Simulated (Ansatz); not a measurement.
**Bi2Se3 (slab): density, localisation and related maps**

```yaml
crystal:
  lattice:
    - [4.14361, 0.00000, 0.00000]
    - [0.00000, 9.78968, 0.00000]
    - [0.00000, 0.00000, 24.66337]
  atoms:
    - { symbol: Bi, position: [0.00000, 0.16186, 0.31438] }
    - { symbol: Se, position: [0.50000, 0.97544, 0.31459] }
    - { symbol: Bi, position: [0.00000, 0.72311, 0.36174] }
    - { symbol: Se, position: [0.50000, 0.53868, 0.37257] }
    - { symbol: Se, position: [0.00000, 0.23986, 0.41870] }
    - { symbol: Bi, position: [0.50000, 0.04330, 0.45125] }
    - { symbol: Se, position: [0.00000, 0.81896, 0.46602] }
    - { symbol: Bi, position: [0.50000, 0.59314, 0.51196] }
    - { symbol: Se, position: [0.00000, 0.40377, 0.53751] }
    - { symbol: Se, position: [0.50000, 0.13199, 0.55379] }
    - { symbol: Bi, position: [0.00000, 0.93860, 0.59558] }
    - { symbol: Se, position: [0.50000, 0.71057, 0.61076] }
    - { symbol: Bi, position: [0.00000, 0.45574, 0.64940] }
    - { symbol: Se, position: [0.50000, 0.27658, 0.67009] }
    - { symbol: Se, position: [0.00000, 0.03240, 0.69238] }
```

Built by placing these elements on a known structure type.

Method: DFT PBE+D3(BJ), scalar-relativistic, plane waves, PAW (Ansatz 0.2.0).

The density is the valence pseudo-density of a PAW calculation; it isn't the true density close to the nuclei.

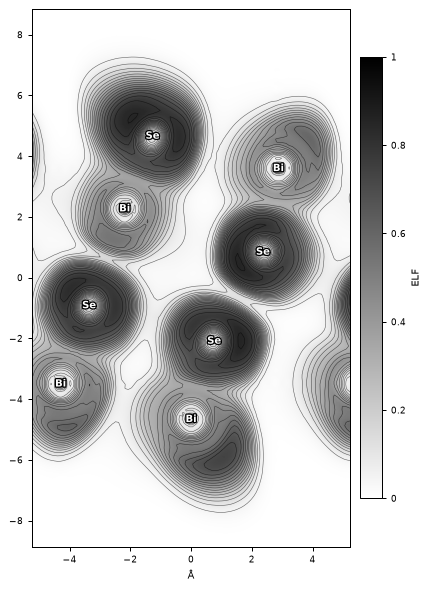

Figure 1. ELF on the (100) plane of the calculation cell, a cut from vacuum to vacuum.

Question: Read the bonding off the picture.

Answer:
- The section cuts through Bi and Se sites.
- Bi–Se (2.56 Å): the ELF is about 0.50 at the midpoint.
- Bi–Se (2.68 Å): the ELF is about 0.55 at the midpoint.
- Bi–Se (2.74 Å): the ELF is about 0.50 at the midpoint.
- Bi–Se (2.81 Å): the ELF is about 0.50 at the midpoint and 0.30 at its lowest between the atoms.
- The ELF also peaks beside Se, away from the bonds: lone-pair regions.

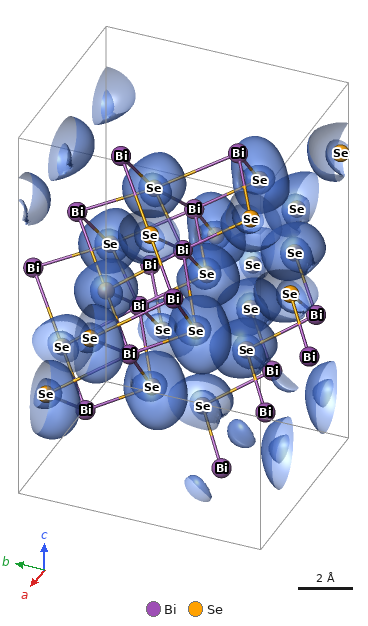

Figure 2. Isosurface of the ELF at 0.7 (blue), seen at an oblique angle. Core shells and regions of very low density are left out. Sticks mark near contacts.

Question: Where are the electrons localised?

Answer: The ELF exceeds this value in one ring or bowl of non-bonding electrons around Se, one lobe on Bi, pointing away from the bonds (lone pairs) and eight regions wrapped around Se (the valence shell of each), counted in one cell of 15 atoms. Counts are for one cell; the picture repeats the cell along the surface.


 Bi–Se (2.67 Å): the ELF is about 0.50 at the midpoint.

Question: Does the calculation give a band gap?

Answer: It is metallic or semimetallic at this level of theory: no gap opens.
